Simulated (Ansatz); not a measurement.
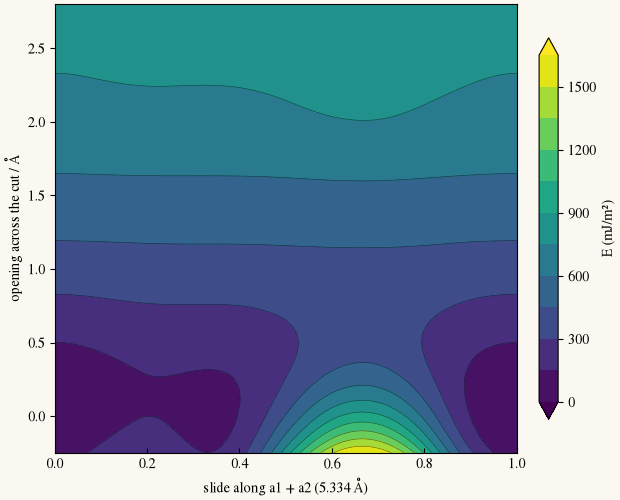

MoS₂ (R-3m, No. 166; 9 atoms in the cell). Rigid slide and opening across a plane, one cut a cell; the plane is (0 0 1) of the conventional cell, and the faces at the cut hold S and S. First axis: slide along a1 + a2 (5.334 Å). Second axis: opening across the cut. Nothing is relaxed (rigid halves). Grid: 10 × 6 points. Points are written as (first, second). Energies: mJ/m², counted from the lowest grid point. Method: Ansatz 0.2.0, DFT PBEsol+D3(BJ), scalar-relativistic, plane waves, PAW. Settings: cutoff 420 eV, k-mesh 14×14×3 in the order of the run's cell vectors, gaussian smearing 0.15 eV, no spin polarisation.

Drawn: filled contours, one colour for all values above the top of the scale. Between grid points the surface is interpolated.

The lowest grid point is at (0.0, 0.00 Å). A higher local minimum lies near (0.3, 0.00 Å) (114 mJ/m² above the lowest at that grid point). The highest grid point, (0.7, −0.25 Å), lies 1600 mJ/m² above the lowest. On the interpolated surface the easiest way out of the lowest well to the well at about (0.3, 0.01 Å) passes a barrier of about 138 mJ/m².

The level of theory is changed to Ansatz, DFT PBE+D3(BJ), scalar-relativistic, plane waves, PAW; with it change the cell, relaxed at the new level (first cell vector 3.134 Å, before 3.080 Å), the gap across the cut 2.75 Å (before 2.58 Å); the new grid has 12 × 7 points, laid about the new relaxed structure.

Q: What will the new map look like?

A: The minimum (interpolated where it lies between grid points) moves from (0.0, 0.00 Å) to (0.000, 0.0 Å). The easiest pass out of the lowest well goes from about 138 to about 73 mJ/m² on the interpolated surfaces. The curvature at the minimum changes from about 12 to 7.5 eV per unit squared along slide along a1 + a2 (5.334 Å) and from about 1 to 0.7 eV/Å² along opening across the cut (per cell).

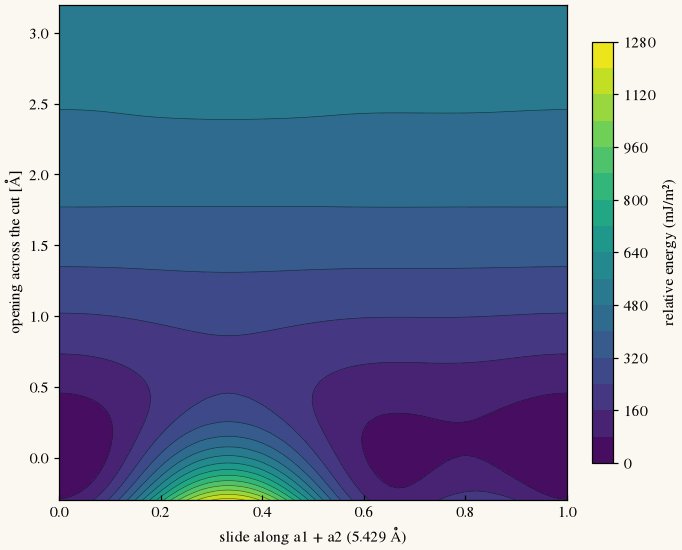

The map after the change, on a colour scale of its own. The picture shows filled contours. Between grid points the surface is interpolated.

PAW datasets: the set soft_1.
